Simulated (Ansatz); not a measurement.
## ZnO: a changed input and its effect

System: ZnO (P6₃mc, 4 atoms in the cell).
Method of the first run: Kohn-Sham DFT of a periodic cell, HSE06, Ansatz PAW, no spin polarisation (Ansatz 0.2.0).

The structure derives from an entry of the Crystallography Open Database. Text and figures count atoms from 1; the logs count them from 0 in places.

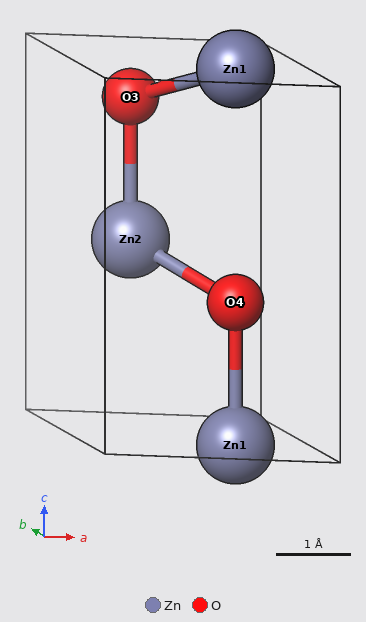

Fig. 1: The structure as given in the input (ball-and-stick view of the cell of the calculation, seen slightly off an axis; atoms are numbered from 1 in the order of the input).

### Input, the first run
```yaml
crystal:
  lattice:
    - [3.249308, 0.0, 0.0]
    - [-1.624654, 2.8139832727, 0.0]
    - [0.0, 0.0, 5.205709]
  atoms:
    - { symbol: Zn, position: [0.6666666667, 0.3333333333, 0.0] }
    - { symbol: Zn, position: [0.3333333333, 0.6666666667, 0.5] }
    - { symbol: O, position: [0.3333333333, 0.6666666667, 0.87901] }
    - { symbol: O, position: [0.6666666667, 0.3333333333, 0.37901] }
hamiltonian:
  xc: hse06
  pseudopotentials: { kind: paw }
kpoints:
  mp_grid: { grid: [5, 5, 3] }
scf:
  occupations: { method: fermi_dirac, width: 0.05 }
output:
  forces: true
  stress: true
relax:
  f_tol: 0.01
  max_steps: 40
  cell: { stress_tol: 0.05 }
```

Launched with:
```bash
ansatz run input.yaml --threads 2 --pin off --max-ram 5632MiB --backend cpu --events-out ev --progress --plain --runs-dir out
```

Hardware: 2 threads of Arm Neoverse V1, 24 GiB of memory available, shared host.

### Output, shortened to warnings, some set-up lines, iterations and results (the first run)
```
Basis set: ecut = 420 eV, 941 PW (Γ), exchange–correlation on 48×48×72 points (8 copies of the dense FFT grid, shifted against one another)
Symmetry: 12 space group operations
k-points: 10 of 75 (time reversal used)
Initial density: superposition of atomic densities (neutral atoms: chi_scale 0, normalization atom), corrected by the library's trained network
[...]
SCF iter   1: F=—  HF=-7773.671021 eV  |F-HF|=—  |Δ(HF+E_count)|=         —  Δρ=2.36e-3  dr2=1.41e-3  ethr=1.77e-3  ⟨swp⟩=8.5  Hψ=1015  notcnv=0
SCF iter   2: F=—  HF=-7773.670882 eV  |F-HF|=—  |Δ(HF+E_count)|=   1.40e-4  Δρ=1.41e-3  dr2=5.46e-4  ethr=3.92e-6  ⟨swp⟩=4.6  Hψ=813  notcnv=0
SCF iter   3: F=—  HF=-7773.670625 eV  |F-HF|=—  |Δ(HF+E_count)|=   2.56e-4  Δρ=2.76e-4  dr2=1.06e-5  ethr=2.87e-8  ⟨swp⟩=2.1  Hψ=1010  notcnv=0
SCF iter   4: F=—  HF=-7773.670675 eV  |F-HF|=—  |Δ(HF+E_count)|=   5.00e-5  Δρ=1.40e-4  dr2=2.53e-6  ethr=2.87e-8  ⟨swp⟩=3.0  Hψ=482  notcnv=0
SCF iter   5: F=—  HF=-7773.670697 eV  |F-HF|=—  |Δ(HF+E_count)|=   2.23e-5  Δρ=1.48e-5  dr2=5.24e-8  ethr=7.03e-9  ⟨swp⟩=3.0  Hψ=580  notcnv=0
[... 90 lines ...]
SCF iter   2: F=—  HF=-7773.411661 eV  |F-HF|=—  |Δ(HF+E_count)|=  3.06e-10  Δρ=6.84e-7  dr2=7.52e-11  ethr=3.54e-12  ⟨swp⟩=3.0  Hψ=515  notcnv=0
SCF iter   3: F=—  HF=-7773.411661 eV  |F-HF|=—  |Δ(HF+E_count)|=   1.14e-9  Δρ=7.77e-8  dr2=6.08e-11  ethr=1.00e-12  ⟨swp⟩=3.0  Hψ=437  notcnv=0
SCF iter   4: F=-7773.411661 eV  HF=-7773.411661 eV  |F-HF|=7.28e-12  |Δ(HF+E_count)|=  4.97e-10  Δρ=1.94e-7  dr2=1.15e-11  ethr=1.00e-12  ⟨swp⟩=3.6  Hψ=456  notcnv=0
SCF 15 converged in 4 iterations: F = -7773.411661 eV  dr2 = 1.15e-11
relax step   5: F+E_penalty+E_count = -7773.41166138 eV  Δ(F+E_penalty+E_count) = -3.963e-4 eV  max|allowed force component| = 1.596e-3 eV/Å  Δτ_max = 0.0000 Å  P = +0.004 …
basis re-selected at this cell: Δ(F+E_penalty+E_count) = -3.963e-4 eV, ΔP = +0.020 GPa vs the last step (what re-selecting the basis moved, of the pressure what is left beyond the Pulay correction that the steps carried, after the strain that the cell walked since its last selection, with what the …
hybrid SCF converged: 2 outer / 10 inner (+0 warm-up), last move |dexx| = 7.38e-10 eV, tail = 1.87e-10 eV
Stability not checked: this state was not tested for a lower state beside it, because the functional holds exact exchange (a hybrid, or Hartree-Fock), whose exchange loop this test does not read (fock_operator; see scf.lower_state_search)
Free energy (F): -7773.411661 eV
Frozen-core exchange: fock
Harris-Foulkes:  -7773.411661 eV  (|F-HF|=7.28e-12)
Internal energy: -7773.411661 eV  (E = F + TS)
E sigma→0 (E₀):  -7773.411661 eV
Fermi energy:    7.167388 eV
--- Per-component energies (eV) ---
  E_band       = -9.618777
  E_kinetic    = 612.991430
  E_local      = -4029.537252  (includes V_loc(G=0)·N_el)
  E_nonlocal   = 1341.651097
  E_hartree    = 1666.868222
  E_xc         = -333.936796
  E_vxc        = -230.563859  (∫ρ·V_xc dr)
  E_exx        = -122.706997  (= α·E_x^exact, valence–valence)
  E_paw        = -3950.739150  (= ΣΔE_a)
  E_vpaw       = -792.486863  (= ΣTr[D̂ρ^β])
  E_aug_tail   = 0.004181  (compensation charges beyond the density's cutoff)
  E_ewald      = -2959.234409
  E_core_change = 1.228014  (= ΣΔE_core)
  E_smearing   = -0.000000  (= −TS)
  E_closure    = 0.000000  (closes the sum)
  Σ components = -7773.411661   (vs F -7773.411661, Δ=0.00e0)
--- Forces (eV/Å), atoms counted from 1 ---
  atom   1  Zn    -0.00000000     0.00000000     0.00160130
  atom   2  Zn     0.00000000    -0.00000000     0.00160130
  atom   3  O      0.00000000     0.00000000    -0.00158987
  atom   4  O     -0.00000000    -0.00000000    -0.00158987
  max |Σ_I F_I| component: 2.29e-5 eV/Å
--- Stress (GPa, compression-positive) ---
       -0.012929       0.000000      -0.000000
       -0.000000      -0.012929      -0.000000
       -0.000000      -0.000000       0.038561
  P = ⅓ Tr σ = 0.0042 GPa (0.042 kbar)
  guard bands above this table: 2 of the run's 22 bands. The solve was not asked for them (output.publish_guard_bands: true or output.eigenvalues: true publishes all)
[...]
```

For the second run the input was changed thus:
```diff
-  xc: hse06
+  xc: hiss
+  exx: { singularity: none }
+  write_density: true
+  write_potential: true
+  elf: true
+  volumetric_format: npy
```

How does the second run compare with the first run?

The total energies belong to different methods, so their difference says nothing on which is more stable or more accurate. The gap on the mesh goes from 2.52 to 3.48 eV. The volume per atom goes from 11.94 to 11.70 Å³. The functional changes from HSE06 to hiss.

### Output, shortened to warnings, some set-up lines, iterations and results (the second run)
```
Basis set: ecut = 420 eV, 941 PW (Γ), exchange–correlation on 48×48×72 points (8 copies of the dense FFT grid, shifted against one another)
Symmetry: 12 space group operations
k-points: 10 of 75 (time reversal used)
Initial density: superposition of atomic densities (neutral atoms: chi_scale 0, normalization atom), corrected by the library's trained network
[...]
SCF iter   1: F=—  HF=-7774.719504 eV  |F-HF|=—  |Δ(HF+E_count)|=         —  Δρ=3.26e-3  dr2=2.84e-3  ethr=1.77e-3  ⟨swp⟩=8.5  Hψ=1016  notcnv=0
SCF iter   2: F=—  HF=-7774.718616 eV  |F-HF|=—  |Δ(HF+E_count)|=   8.87e-4  Δρ=2.08e-3  dr2=8.47e-4  ethr=7.89e-6  ⟨swp⟩=4.6  Hψ=791  notcnv=0
SCF iter   3: F=—  HF=-7774.718234 eV  |F-HF|=—  |Δ(HF+E_count)|=   3.82e-4  Δρ=6.32e-4  dr2=8.84e-5  ethr=2.35e-6  ⟨swp⟩=4.0  Hψ=610  notcnv=0
SCF iter   4: F=—  HF=-7774.718267 eV  |F-HF|=—  |Δ(HF+E_count)|=   3.26e-5  Δρ=4.19e-4  dr2=5.35e-5  ethr=2.46e-7  ⟨swp⟩=3.0  Hψ=471  notcnv=0
SCF iter   5: F=—  HF=-7774.718255 eV  |F-HF|=—  |Δ(HF+E_count)|=   1.21e-5  Δρ=2.91e-5  dr2=1.44e-7  ethr=6.28e-10  ⟨swp⟩=4.0  Hψ=1106  notcnv=0
[... 133 lines ...]
SCF 21 converged in 5 iterations: F = -7777.957901 eV  dr2 = 7.05e-12
SCF iter   1: F=—  HF=-7777.957901 eV  |F-HF|=—  |Δ(HF+E_count)|=         —  Δρ=3.84e-7  dr2=3.86e-11  ethr=4.95e-12  ⟨swp⟩=14.3  Hψ=724  notcnv=0
SCF iter   2: F=-7777.957901 eV  HF=-7777.957901 eV  |F-HF|=1.82e-12  |Δ(HF+E_count)|=  7.28e-12  Δρ=1.40e-7  dr2=2.16e-12  ethr=1.00e-12  ⟨swp⟩=2.0  Hψ=400  notcnv=0
SCF 22 converged in 2 iterations: F = -7777.957901 eV  dr2 = 2.16e-12
relax step   8: F+E_penalty+E_count = -7777.95790068 eV  Δ(F+E_penalty+E_count) = +1.401e-4 eV  max|allowed force component| = 1.639e-5 eV/Å  Δτ_max = 0.0000 Å  P = -0.003 …
basis re-selected at this cell: Δ(F+E_penalty+E_count) = +1.401e-4 eV, ΔP = -0.002 GPa vs the last step (what re-selecting the basis moved, of the pressure what is left beyond the Pulay correction that the steps carried, after the strain that the cell walked since its last selection, with what the …
hybrid SCF converged: 2 outer / 7 inner (+0 warm-up), last move |dexx| = 4.40e-12 eV, tail = 5.78e-12 eV
Stability not checked: this state was not tested for a lower state beside it, because the functional holds exact exchange (a hybrid, or Hartree-Fock), whose exchange loop this test does not read (fock_operator; see scf.lower_state_search)
Free energy (F): -7777.957901 eV
Frozen-core exchange: fock
Harris-Foulkes:  -7777.957901 eV  (|F-HF|=1.82e-12)
Internal energy: -7777.957901 eV  (E = F + TS)
E sigma→0 (E₀):  -7777.957901 eV
Fermi energy:    7.313352 eV
--- Per-component energies (eV) ---
  E_band       = -33.942702
  E_kinetic    = 614.469073
  E_local      = -4000.854259  (includes V_loc(G=0)·N_el)
  E_nonlocal   = 1336.103149
  E_hartree    = 1656.004252
  E_xc         = -320.823283
  E_vxc        = -223.294173  (∫ρ·V_xc dr)
  E_exx        = -131.866196  (= α·E_x^exact, valence–valence)
  E_paw        = -3958.263762  (= ΣΔE_a)
  E_vpaw       = -808.646930  (= ΣTr[D̂ρ^β])
  E_aug_tail   = 0.004314  (compensation charges beyond the density's cutoff)
  E_ewald      = -2979.055378
  E_core_change = 6.324189  (= ΣΔE_core)
  E_smearing   = -0.000000  (= −TS)
  E_closure    = -0.000000  (closes the sum)
  Σ components = -7777.957901   (vs F -7777.957901, Δ=0.00e0)
--- Forces (eV/Å), atoms counted from 1 ---
  atom   1  Zn    -0.00000000     0.00000000     0.00000605
  atom   2  Zn     0.00000000    -0.00000000     0.00000605
  atom   3  O      0.00000000     0.00000000    -0.00002673
  atom   4  O      0.00000000    -0.00000000    -0.00002673
  max |Σ_I F_I| component: 4.14e-5 eV/Å
--- Stress (GPa, compression-positive) ---
       -0.003136      -0.000000       0.000000
       -0.000000      -0.003136       0.000000
        0.000000       0.000000      -0.001980
  P = ⅓ Tr σ = -0.0028 GPa (-0.028 kbar)
  guard bands above this table: 2 of the run's 22 bands. The solve was not asked for them (output.publish_guard_bands: true or output.eigenvalues: true publishes all)
[...]
```

### The two runs side by side

| quantity | the first run | the second run |
| --- | --- | --- |
| outcome | converged | converged |
| free energy per atom (eV) | −1943.3529 | −1944.4895 |
| gap on the mesh (eV) | 2.52 | 3.48 |
| pressure (GPa) | 0.00 | 0.00 |
| volume per atom (Å³) | 11.94 | 11.70 |
| largest force (eV/Å) | 0.002 | 0.000 |
| irreducible k-points | 10 | 10 |
